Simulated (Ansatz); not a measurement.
# Ag: a changed input and its effect

System: Ag (C2/m, 1 atom in the cell).
Method of the first run: DFT, PBEsol, plane waves, PAW, no spin polarisation (Ansatz 0.2.0).

The structure derives from an entry of the Crystallography Open Database. Text and figures count atoms from 1; the logs count them from 0 in places.

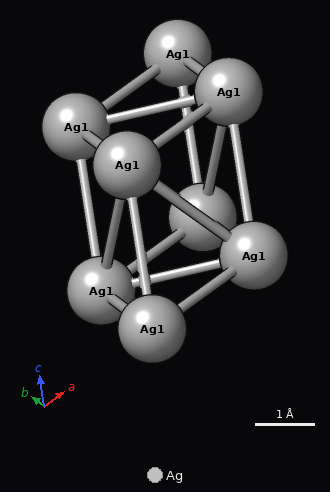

Figure 1. The structure as given in the input (ball-and-stick view of the reduced cell, seen slightly off an axis; atoms are numbered from 1 in the order of the input). An atom can appear more than once, as a periodic image. Near neighbours in the periodic cell (some may lie outside the picture): Ag has 12 Ag at 2.77 to 2.91 Å.

## The input, the first run
```yaml
crystal:
  lattice:
    - [2.770452265, -2.02176e-05, 0.0139295221]
    - [-1.3852436415, 2.3993123679, 0.0]
    - [1.397482707, 0.8068370171, 2.4160755912]
  atoms:
    - { symbol: Ag, position: [0.0, 0.0, 0.0] }
basis:
  ecutwfc: "550 eV"
  xc_grid: 3
kpoints:
  mp_grid: { grid: [15, 15, 14] }
hamiltonian:
  xc: pbesol
scf:
  occupations: { method: gaussian, width: 0.1 }
  mixing: { algorithm: anderson, beta: 0.05, ndim: 2 }
output:
  forces: true
  eigenvalues: true
  stress: true
```

Command:
```bash
ansatz run input.yaml --threads 2 --pin off --max-ram 5120MiB --backend cpu --events-out ev --progress --plain --runs-dir out
```

Hardware: 2 threads of AMD EPYC (Zen 3), 32 GiB of memory available, shared host.

## Output, shortened to warnings, some set-up lines, iterations and results (the first run)
```
Basis set: ecut = 550 eV, 485 PW (Γ), exchange–correlation on 72×72×72 points (27 copies of the dense FFT grid, shifted against one another)
Symmetry: 4 space group operations
k-points: 848 of 3150
Initial density: superposition of atomic densities (neutral atoms: chi_scale 0, normalization atom), corrected by the library's trained network
[...]
SCF iter   1: F=—  HF=-7522.231283 eV  |F-HF|=—  |Δ(HF+E_count)|=         —  Δρ=1.05e-2  dr2=1.57e-2  ethr=1.77e-3  ⟨swp⟩=4.6  Hψ=59962  notcnv=0
SCF iter   2: F=—  HF=-7522.230607 eV  |F-HF|=—  |Δ(HF+E_count)|=   6.76e-4  Δρ=9.84e-3  dr2=1.41e-2  ethr=8.29e-5  ⟨swp⟩=1.0  Hψ=18656  notcnv=0  κ⁻¹=1.0e0(r=1)
SCF iter   3: F=—  HF=-7522.226820 eV  |F-HF|=—  |Δ(HF+E_count)|=   3.79e-3  Δρ=4.67e-3  dr2=1.87e-3  ethr=7.41e-5  ⟨swp⟩=2.4  Hψ=21374  notcnv=0  κ⁻¹=1.0e0(r=1)
SCF iter   4: F=—  HF=-7522.226334 eV  |F-HF|=—  |Δ(HF+E_count)|=   4.86e-4  Δρ=1.96e-3  dr2=2.16e-4  ethr=9.87e-6  ⟨swp⟩=2.3  Hψ=17181  notcnv=0  κ⁻¹=1.0e0(r=1)
SCF iter   5: F=—  HF=-7522.226328 eV  |F-HF|=—  |Δ(HF+E_count)|=   6.09e-6  Δρ=1.86e-3  dr2=1.97e-4  ethr=1.14e-6  ⟨swp⟩=1.0  Hψ=11704  notcnv=0  κ⁻¹=1.0e0(r=1)
[... 27 lines ...]
SCF iter  33: F=—  HF=-7522.226281 eV  |F-HF|=—  |Δ(HF+E_count)|=   1.76e-8  Δρ=3.58e-5  dr2=4.10e-8  ethr=2.43e-10  ⟨swp⟩=3.0  Hψ=26977  notcnv=0  κ⁻¹=1.0e0(r=1)
SCF iter  34: F=—  HF=-7522.226281 eV  |F-HF|=—  |Δ(HF+E_count)|=   4.98e-8  Δρ=2.88e-5  dr2=3.21e-8  ethr=2.16e-10  ⟨swp⟩=3.0  Hψ=31409  notcnv=0  κ⁻¹=1.0e0(r=1)
SCF iter  35: F=—  HF=-7522.226281 eV  |F-HF|=—  |Δ(HF+E_count)|=   9.37e-9  Δρ=2.70e-5  dr2=2.99e-8  ethr=1.69e-10  ⟨swp⟩=2.0  Hψ=23370  notcnv=0  κ⁻¹=1.0e0(r=1)
SCF iter  36: F=-7522.226281 eV  HF=-7522.226281 eV  |F-HF|=1.92e-8  |Δ(HF+E_count)|=   3.59e-8  Δρ=1.80e-5  dr2=2.25e-8  ethr=1.57e-10  ⟨swp⟩=3.3  Hψ=34651  notcnv=0
SCF 1 converged in 36 iterations: F = -7522.226281 eV  dr2 = 2.25e-8
SCF converged after 36 iterations
Stability not checked: this state was not tested for a lower state beside it, because the mixer in use, unlike msr1, does not test its closes by its own steps (another_mixer; see scf.mixing.algorithm and scf.lower_state_search)
Free energy (F): -7522.226281 eV
Harris-Foulkes:  -7522.226281 eV  (|F-HF|=1.92e-8)
Internal energy: -7522.225485 eV  (E = F + TS)
E sigma→0 (E₀):  -7522.225883 eV
Entropy (-TS):   -0.000797 eV (-0.797 meV/atom)
Fermi energy:    18.759412 eV
--- Per-component energies (eV) ---
  E_band       = -212.044865
  E_kinetic    = 528.316891
  E_local      = -2097.168398  (includes V_loc(G=0)·N_el)
  E_nonlocal   = 82.197883
  E_hartree    = 960.332496
  E_xc         = -184.294947
  E_vxc        = -235.193158  (∫ρ·V_xc dr)
  E_paw        = -3834.337316  (= ΣΔE_a)
  E_vpaw       = -410.856692  (= ΣTr[D̂ρ^β])
  E_aug_tail   = 0.000060  (compensation charges beyond the density's cutoff)
  E_ewald      = -2977.594893
  E_core_change = 0.322739  (= ΣΔE_core)
  E_smearing   = -0.000797  (= −TS)
  E_closure    = -0.000000  (closes the sum)
  Σ components = -7522.226281   (vs F -7522.226281, Δ=0.00e0)
--- Forces (eV/Å), atoms counted from 1 ---
  atom   1  Ag     0.00000000     0.00000000     0.00000000
  max |Σ_I F_I| component: 4.93e-32 eV/Å
--- Stress (GPa, compression-positive) ---
        8.861258      -0.110318       0.057164
       -0.110318       8.988641       0.033004
        0.057164       0.033004      -0.002463
  P = ⅓ Tr σ = 5.9491 GPa (59.491 kbar)
```

The input of the second run differs as follows (lines with − go, lines with + come):
```diff
-  ecutwfc: "550 eV"
-  xc_grid: 3
+  ecutwfc: 420
-  mixing: { algorithm: anderson, beta: 0.05, ndim: 2 }
```

What does this change do to the results?

The free energy of the second run is 1.2 meV per atom higher, which comes mainly from the change of cutoff or grids; a solver setting shouldn't move a converged energy. More plane waves can only lower the energy of a fixed Hamiltonian, so the higher cutoff gives the lower value. The SCF takes 6 iterations against 36. The plane waves at Γ go from 485 to 317. On the same kind of shared host the second run took about 0.24 times as long.

## Output, shortened to warnings, some set-up lines, iterations and results (the second run)
```
Basis set: ecut = 420 eV, 317 PW (Γ), exchange–correlation on 40×40×40 points (8 copies of the dense FFT grid, shifted against one another)
Symmetry: 4 space group operations
k-points: 848 of 3150
Initial density: superposition of atomic densities (neutral atoms: chi_scale 0, normalization atom), corrected by the library's trained network
[...]
SCF iter   1: F=—  HF=-7522.229990 eV  |F-HF|=—  |Δ(HF+E_count)|=         —  Δρ=1.03e-2  dr2=1.54e-2  ethr=1.77e-3  ⟨swp⟩=4.5  Hψ=58900  notcnv=0
SCF iter   2: F=—  HF=-7522.225494 eV  |F-HF|=—  |Δ(HF+E_count)|=   4.50e-3  Δρ=3.02e-3  dr2=1.37e-3  ethr=8.13e-5  ⟨swp⟩=1.5  Hψ=20136  notcnv=0
SCF iter   3: F=—  HF=-7522.225094 eV  |F-HF|=—  |Δ(HF+E_count)|=   4.00e-4  Δρ=8.95e-4  dr2=4.01e-5  ethr=7.19e-6  ⟨swp⟩=2.1  Hψ=15478  notcnv=0
SCF iter   4: F=—  HF=-7522.225092 eV  |F-HF|=—  |Δ(HF+E_count)|=   1.96e-6  Δρ=1.17e-4  dr2=6.96e-7  ethr=2.11e-7  ⟨swp⟩=2.0  Hψ=19394  notcnv=0
SCF iter   5: F=-7522.225092 eV  HF=-7522.225092 eV  |F-HF|=1.10e-8  |Δ(HF+E_count)|=   3.73e-7  Δρ=1.24e-5  dr2=1.68e-8  ethr=3.66e-9  ⟨swp⟩=2.0  Hψ=19215  notcnv=0
SCF iter   6: F=-7522.225092 eV  HF=-7522.225092 eV  |F-HF|=1.36e-11  |Δ(HF+E_count)|=   2.64e-9  Δρ=4.29e-7  dr2=1.92e-11  ethr=8.84e-11  ⟨swp⟩=2.9  Hψ=40259  notcnv=0
SCF 1 converged in 6 iterations: F = -7522.225092 eV  dr2 = 1.92e-11
SCF converged after 6 iterations
Free energy (F): -7522.225092 eV
Harris-Foulkes:  -7522.225092 eV  (|F-HF|=1.36e-11)
Internal energy: -7522.224296 eV  (E = F + TS)
E sigma→0 (E₀):  -7522.224694 eV
Entropy (-TS):   -0.000796 eV (-0.796 meV/atom)
Fermi energy:    18.760346 eV
--- Per-component energies (eV) ---
  E_band       = -212.010842
  E_kinetic    = 528.220299
  E_local      = -2097.141239  (includes V_loc(G=0)·N_el)
  E_nonlocal   = 82.251372
  E_hartree    = 960.315912
  E_xc         = -184.277667
  E_vxc        = -235.170465  (∫ρ·V_xc dr)
  E_paw        = -3834.321104  (= ΣΔE_a)
  E_vpaw       = -410.803164  (= ΣTr[D̂ρ^β])
  E_aug_tail   = 0.000285  (compensation charges beyond the density's cutoff)
  E_ewald      = -2977.594893
  E_core_change = 0.322739  (= ΣΔE_core)
  E_smearing   = -0.000796  (= −TS)
  E_closure    = -0.000000  (closes the sum)
  Σ components = -7522.225092   (vs F -7522.225092, Δ=0.00e0)
--- Forces (eV/Å), atoms counted from 1 ---
  atom   1  Ag     0.00000000     0.00000000     0.00000000
  max |Σ_I F_I| component: 4.93e-32 eV/Å
--- Stress (GPa, compression-positive) ---
        8.872495      -0.110357       0.056922
       -0.110357       8.999924       0.032864
        0.056922       0.032864       0.002930
  P = ⅓ Tr σ = 5.9584 GPa (59.584 kbar)
```

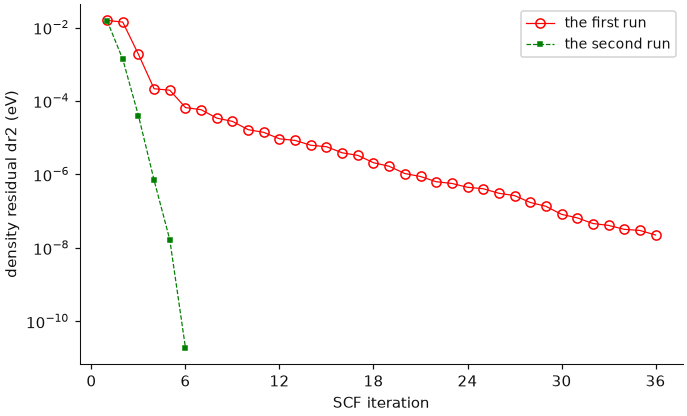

Figure 2. Convergence of the two runs: density residual dr2 against the SCF iteration. The first run takes 36 iterations in all, and the second run takes 6.

## The two runs side by side

```csv
quantity,the first run,the second run
outcome,converged,converged
free energy per atom (eV),−7522.2263,−7522.2251
"energy per atom, smearing taken to zero (eV)",−7522.2259,−7522.2247
gap on the mesh (eV),0.00,0.00
pressure (GPa),5.95,5.96
largest force (eV/Å),0.000,0.000
SCF iterations,36,6
irreducible k-points,848,848
plane waves at Γ,485,317
wall time (shared host),18 s,4.3 s
```
